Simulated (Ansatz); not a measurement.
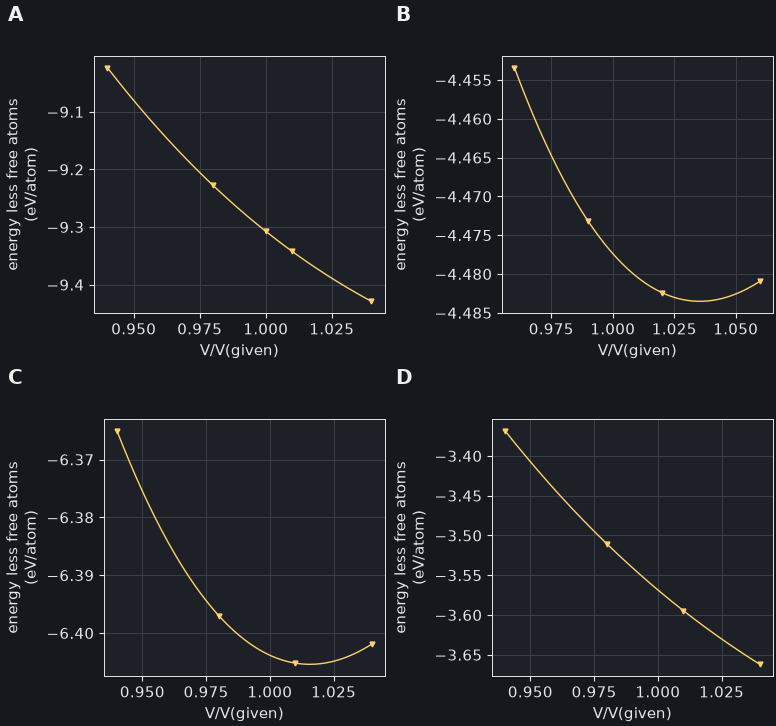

Each panel shows the energy less free atoms against V/V(given) for one of these solids: Sb, I4/mmm (No. 139), 22.5 Å³/atom; TaN, P6_3/mmc (No. 194), 9.9 Å³/atom; TiSi₂, Fddd (No. 70), 14.0 Å³/atom; ZnO, P6_3mc (No. 186), 11.9 Å³/atom.

Calculation (Ansatz 0.2.0): periodic Kohn-Sham DFT of a crystal at fixed atoms, scaled to the stated factor times the given cell; pressure positive in compression, energy less spherical unpolarised free atoms. Level: PBE.

> Match the panels to the solids.

A is TaN (energy less free atoms from −9.4289 eV/atom to −9.0233 eV/atom); B is ZnO (energy less free atoms from −4.4824 eV/atom to −4.4534 eV/atom); C is TiSi₂ (energy less free atoms from −6.4052 eV/atom to −6.3650 eV/atom); D is Sb (energy less free atoms from −3.6620 eV/atom to −3.3681 eV/atom).

For Sb, limits of the calculation: no spin-orbit coupling on heavy atoms; the volumes run don't bracket the minimum of the energy, so any equilibrium value is extrapolated; shape and atomic fractions are frozen while scaling, which makes layered, chain and framework solids too stiff.

For TaN, limits of the calculation: cell far from its zero-pressure volume; no spin-orbit coupling on heavy atoms; the volumes run don't bracket the minimum of the energy, so any equilibrium value is extrapolated; shape and atomic fractions are frozen while scaling, which makes layered, chain and framework solids too stiff.

For TiSi₂, limits of the calculation: shape and atomic fractions are frozen while scaling, which makes layered, chain and framework solids too stiff.

For ZnO, limits of the calculation: shape and atomic fractions are frozen while scaling, which makes layered, chain and framework solids too stiff.
